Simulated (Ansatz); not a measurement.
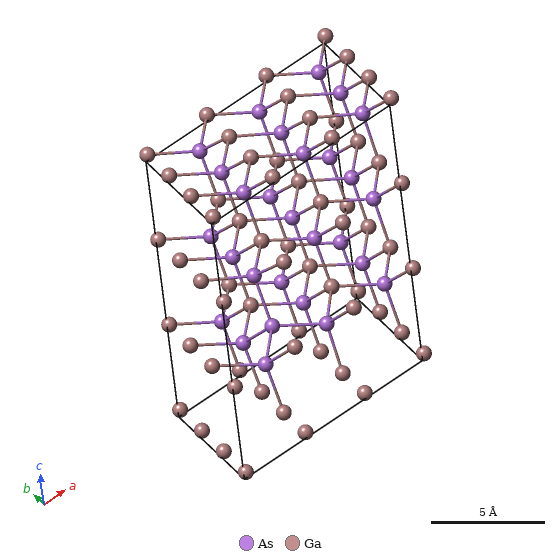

We look at a ball-and-stick model of the crystal slightly off an axis. Thin lines show the supercell, with boundary atoms drawn in all their periodic places. The host is GaAs, in a cell of 54 sites, and the cell carries a charge of +1.

### Identify the point defect.

Arsenic on a gallium site (an antisite). It is bonded to four As in a tetrahedral arrangement at about 2.5 Å.

All computed values are from DFT LDA, scalar-relativistic, plane waves, PAW (Ansatz). Settings: wavefunction cutoff 420 eV, a 2×2×2 k-point mesh, Gaussian smearing of 0.02 eV, collinear spins.

### Does the defect carry a magnetic moment?

No net moment.

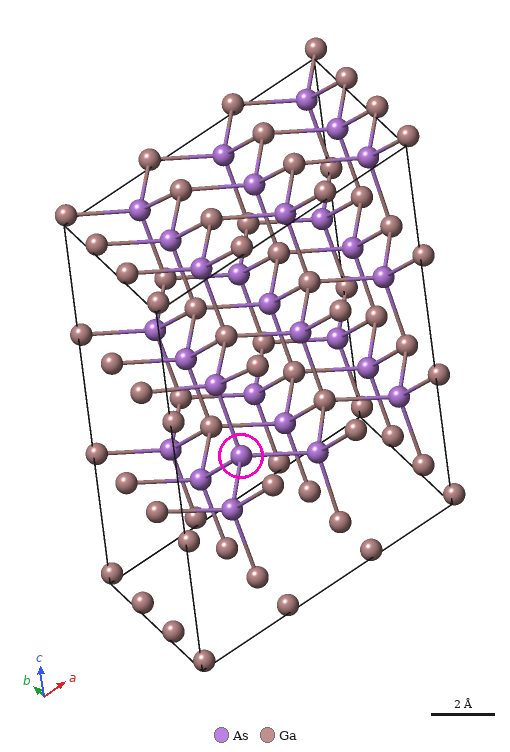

The same cell with a ring at the defect's site.

The atoms were relaxed in the host's cell with Ansatz, DFT LDA, scalar-relativistic, plane waves, PAW.
